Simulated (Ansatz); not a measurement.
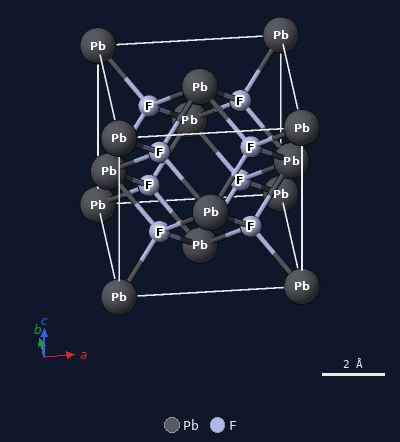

**Figure 1.** The input geometry (ball-and-stick view of the cell 4 times as large as that of the calculation, set on its symmetry axes, seen at an oblique angle). An atom can appear more than once, as a periodic image.

# Single-point calculation of PbF2

System: PbF2 (Fm-3m, 3 atoms in the cell).
Method: DFT r2SCAN, scalar-relativistic, plane waves, PAW, no spin polarisation (Ansatz 0.2.0).

The structure derives from an entry of the Crystallography Open Database.

## The input
```yaml
crystal:
  lattice:
    - [0.0, 2.96985, 2.96985]
    - [2.96985, 0.0, 2.96985]
    - [2.96985, 2.96985, 0.0]
  atoms:
    - { symbol: Pb, position: [0.0, 0.0, 0.0] }
    - { symbol: F, position: [0.25, 0.25, 0.25] }
    - { symbol: F, position: [0.75, 0.75, 0.75] }
basis:
  ecutwfc: 500
kpoints:
  mp_grid: { grid: [8, 8, 8] }
hamiltonian:
  xc: r2scan
scf:
  occupations: { method: gaussian, width: 0.05 }
output:
  forces: true
  stress: true
  eigenvalues: true
  write_density: true
  write_potential: true
  elf: true
  volumetric_format: npy
```

Run as:
```bash
ansatz run input.yaml --threads 1 --pin off --max-ram 2560MiB --backend cpu --events-out ev --progress --plain --runs-dir out
```

## Log
```
Engine: ansatz 0.2.0, aarch64-unknown-linux-gnu
Pseudopotentials: kind: paw
Pseudopotential: Pb, paw, valence charge 14, recommended cutoff 500 eV (meta_gga), Pb.paw.azcp
Pseudopotential: F, paw, valence charge 7, recommended cutoff 500 eV (meta_gga), F.paw.azcp
Functional definition: r2SCAN
  parameter k0 = 0.174
  parameter k1 = 0.065
  parameter a1 = 4.9479
  exchange = r2scan_x(k0 = k0, k1 = k1, a1 = a1)
  correlation = r2scan_c
Crystal: 3 atoms, lattice volume = 52.388 Å³
Basis set: ecut = 500 eV, 1363 PW (Γ), exchange–correlation on 128×128×128 points (64 copies of the dense FFT grid, shifted against one another)
Bands: 18, of which v1, the nominal top of the filled ones, is band 14 counted from 1 (13 counted from 0)
Symmetry: 48 space group operations
Space group: Fm-3m (ITA 225), of the structure as read, at distance tolerance 3.7e-5 Å
k-points: 29 of 512
Non-local potential: Pb, projectors of the file, l = 0: 2, l = 1: 2, l = 2: 2, l = 3: 2
Non-local potential: F, projectors of the file, l = 0: 2, l = 1: 2, l = 2: 1
PAW form: soft (Blöchl's): semilocal exchange-correlation on the pseudo side does not see the compensation charge
PAW frozen core: Pb, regenerated for the run's functional (the file was generated under x = pbe(κ = 0.804, μ = 0.2195149727645171), c = pbe(β = 0.06672455060314922))
PAW frozen core: F, regenerated for the run's functional (the file was generated under x = pbe(κ = 0.804, μ = 0.2195149727645171), c = pbe(β = 0.06672455060314922))
PAW one-centre angular grid: Pb, 590 points (default); XC on 160 Gauss nodes
PAW one-centre angular grid: F, 302 points (default); XC on 160 Gauss nodes
Initial density: superposition of atomic densities (neutral atoms: chi_scale 0, normalization atom), corrected by the library's trained network
Initial wavefunctions: pseudopotential atomic-orbital guess
Functional: x = r2scan, c = r2scan; τ floored in thin density (d = 2e-4 eV/Å³)
SCF iter   1: F=—  HF=-13542.208477 eV  |F-HF|=—  |Δ(HF+E_count)|=         —  Δρ=9.37e-3  dr2=4.19e-2  dr2_τ=5.59e-2  ethr=1.77e-3  ⟨swp⟩=5.8  Hψ=2619  notcnv=0
preconditioner: auto → none  [insulator: Δε(μ)=5.042 eV  Ē_g=18.142 eV  σ=0.050 eV  W_gap=1.00  n_scr=14 (ndim 8)  ℏωp=27.1 eV  f_vac=0.130  D(μ)=0.00/eV (n_scr^D=0)  ε∞_Penn≈3.2]
SCF iter   2: F=—  HF=-13542.238347 eV  |F-HF|=—  |Δ(HF+E_count)|=   2.99e-2  Δρ=5.65e-3  dr2=5.79e-3  dr2_τ=1.49e-3  ethr=1.50e-4  ⟨swp⟩=2.0  Hψ=1276  notcnv=0
SCF iter   3: F=—  HF=-13542.237144 eV  |F-HF|=—  |Δ(HF+E_count)|=   1.20e-3  Δρ=1.52e-3  dr2=8.93e-4  dr2_τ=1.02e-4  ethr=2.07e-5  ⟨swp⟩=2.0  Hψ=1021  notcnv=0
SCF iter   4: F=—  HF=-13542.236953 eV  |F-HF|=—  |Δ(HF+E_count)|=   1.91e-4  Δρ=5.54e-4  dr2=5.54e-5  dr2_τ=1.23e-5  ethr=3.19e-6  ⟨swp⟩=2.2  Hψ=629  notcnv=0
SCF iter   5: F=—  HF=-13542.236942 eV  |F-HF|=—  |Δ(HF+E_count)|=   1.06e-5  Δρ=9.06e-5  dr2=1.32e-6  dr2_τ=3.09e-7  ethr=1.98e-7  ⟨swp⟩=2.0  Hψ=668  notcnv=0
SCF iter   6: F=—  HF=-13542.236943 eV  |F-HF|=—  |Δ(HF+E_count)|=   7.42e-7  Δρ=1.87e-5  dr2=1.70e-7  dr2_τ=7.89e-9  ethr=3.57e-10  ⟨swp⟩=10.3  Hψ=3801  notcnv=0
SCF iter   7: F=-13542.236943 eV  HF=-13542.236943 eV  |F-HF|=2.52e-9  |Δ(HF+E_count)|=   1.43e-8  Δρ=2.89e-6  dr2=3.78e-9  dr2_τ=1.69e-10  ethr=3.57e-10  ⟨swp⟩=7.7  Hψ=2883  notcnv=0
SCF 1 converged in 7 iterations: F = -13542.236943 eV  dr2 = 3.78e-9
  greatest PAW one-centre occupation: 0.983 electrons in one spin orbital (limit 2), on the Pb atom at site 0 (counted from 0), in its partial waves of l = 2
SCF converged after 7 iterations
Free energy (F): -13542.236943 eV
Harris-Foulkes:  -13542.236943 eV  (|F-HF|=2.52e-9)
Internal energy: -13542.236943 eV  (E = F + TS)
E sigma→0 (E₀):  -13542.236943 eV
Fermi energy:    7.018875 eV
--- Per-component energies (eV) ---
  E_band       = -147.268078
  E_kinetic    = 700.922531
  E_local      = -2266.589710  (includes V_loc(G=0)·N_el)
  E_nonlocal   = 496.461646
  E_hartree    = 873.046434
  E_xc         = -368.470386
  E_vxc        = -379.140946  (∫ρ·V_xc dr)
  E_paw        = -10834.090330  (= ΣΔE_a)
  E_vpaw       = -472.536844  (= ΣTr[D̂ρ^β])
  E_aug_tail   = 0.001934  (compensation charges beyond the density's cutoff)
  E_vtau       = 27.522176  (kinetic-family band-sum trace: ∫τ·v_τ [+ j·A + Jᵃ·Aᵃ] dr)
  E_ewald      = -2144.421781
  E_core_change = 0.902719  (= ΣΔE_core)
  E_smearing   = -0.000000  (= −TS)
  E_closure    = 0.000000  (closes the sum)
  Σ components = -13542.236943   (vs F -13542.236943, Δ=0.00e0)
--- Forces (eV/Å), atoms counted from 1 ---
  atom   1  Pb    -0.00000000     0.00000000     0.00000000
  atom   2  F      0.00000000     0.00000000    -0.00000000
  atom   3  F      0.00000000     0.00000000     0.00000000
  max |Σ_I F_I| component: 9.25e-18 eV/Å
--- Stress (GPa, compression-positive) ---
       -0.705900       0.000000       0.000000
       -0.000000      -0.705900       0.000000
       -0.000000      -0.000000      -0.705900
  P = ⅓ Tr σ = -0.7059 GPa (-7.059 kbar)
--- Band table (eV; the first three rows and the last of 29) ---
  k-point 0: bands = ["-17.7948", "-17.2199", "-10.3499", "-10.3499", "-10.3499", "-10.3095", "-10.3095", "0.0332", "1.9311", "1.9311", "1.9311", "2.4373", "2.4373", "2.4373", "11.8506", "11.8506", "11.8506", "15.2297"]
  k-point 1: bands = ["-17.7672", "-17.2446", "-10.3441", "-10.3441", "-10.3203", "-10.3092", "-10.3092", "-0.2652", "1.8173", "1.9048", "1.9048", "2.4112", "2.4112", "2.8779", "11.2376", "11.9807", "11.9807", "16.2104"]
  k-point 2: bands = ["-17.6944", "-17.3093", "-10.3377", "-10.3377", "-10.3010", "-10.3010", "-10.2505", "-0.7945", "1.6496", "1.8428", "1.8428", "2.3479", "2.3479", "3.6389", "10.4476", "12.3011", "12.3011", "17.6038"]
  k-point 28: bands = ["-17.4865", "-17.4865", "-10.3294", "-10.3004", "-10.2660", "-10.2036", "-10.2036", "-1.8149", "0.7289", "1.7601", "1.7601", "2.7833", "2.9066", "4.5517", "11.1196", "11.1196", "12.4094", "15.0148"]
```

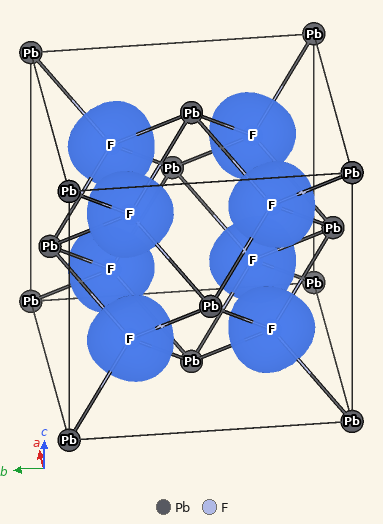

**Figure 2.** Isosurface of the electron localisation function at 0.6 (blue), seen at an oblique angle. Only the valence region is drawn (cores and ρ < 0.01 e/Å³ removed). Sticks mark near contacts. The outline is the cell set on symmetry axes. Values along the shortest contacts: Pb–F (2.57 Å): the ELF is about 0.10 at the midpoint (a largely ionic contact). Core electrons are frozen (PAW), so the fields are smoothed inside the atomic spheres.

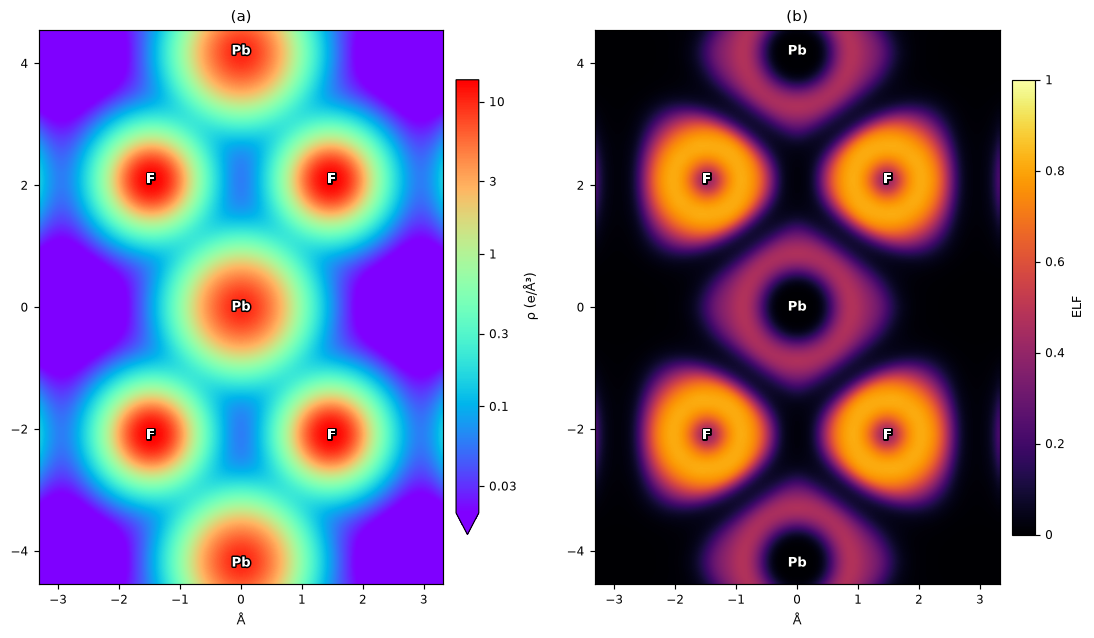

**Figure 3.** (a) valence electron density; (b) electron localisation function on the (101) plane of the conventional cell. Atoms in the plane: Pb and F. Pb–F (2.57 Å): ρ is about 0.24 e/Å³ halfway; the ELF is about 0.10 at the midpoint (a largely ionic contact). Away from the nuclei the density in this plane falls to 0.004 e/Å³ at its lowest.

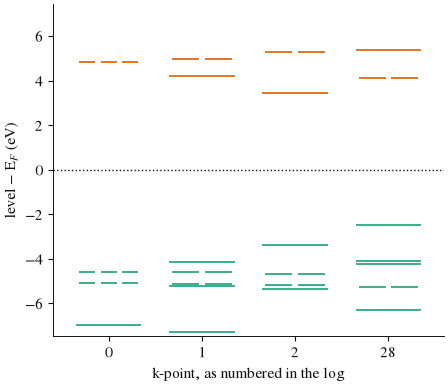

**Figure 4.** Kohn–Sham levels near the Fermi level (dotted) at the few k-points that the log prints; levels within 0.02 eV of each other stand side by side. Among these points the highest filled and lowest empty levels are 5.90 eV apart; the gap on the full mesh, 4.93 eV, has an edge at a point that isn't printed.

## Results in brief

- outcome: converged
- space group (tolerance 0.01 Å): Fm-3m (225)
- electrons treated: 28
- free energy: −13542.2369 eV
- Fermi energy: 7.019 eV
- gap on the k-point mesh: 4.93 eV
- pressure: −0.71 GPa
- largest force (length of the vector): under 0.001 eV/Å
- hardware: 1 thread of Arm Neoverse V1, 24 GiB of memory available, shared host
- wall time: 6.3 s
- peak memory: 0.45 GiB

Spin–orbit coupling is left out, which matters for Pb.
